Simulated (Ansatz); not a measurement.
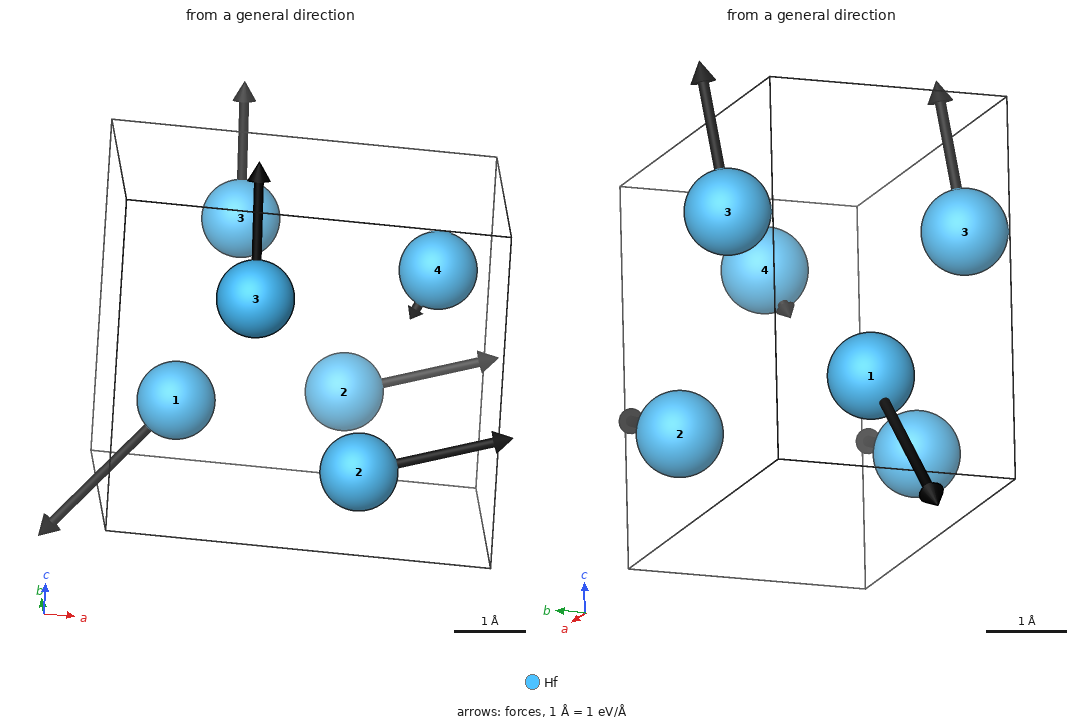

The image is a spheres-only drawing of a crystal, viewed from two general directions. The frame is the simulation cell; atoms at its boundary are shown with their periodic copies. The arrows are the computed forces on the atoms.

System: Hf. Setup: Ansatz, DFT, PAW plane waves, r2SCAN; a cutoff energy of 500 eV, Brillouin-zone sampling on a 4×6×4 mesh, Fermi-Dirac smearing of 0.094 eV, no spin polarisation.

### Do the forces show a relaxed structure?

No. The atoms still feel forces of up to about 2.2 eV/Å, far above a usual threshold of 0.01 to 0.03 eV/Å.

### On which atom is the force largest?

Hf1, about 2.2 eV/Å.

This is a known structure type with the cell strained and the atoms shaken on purpose, not relaxed. A calculation with Ansatz used it as input.
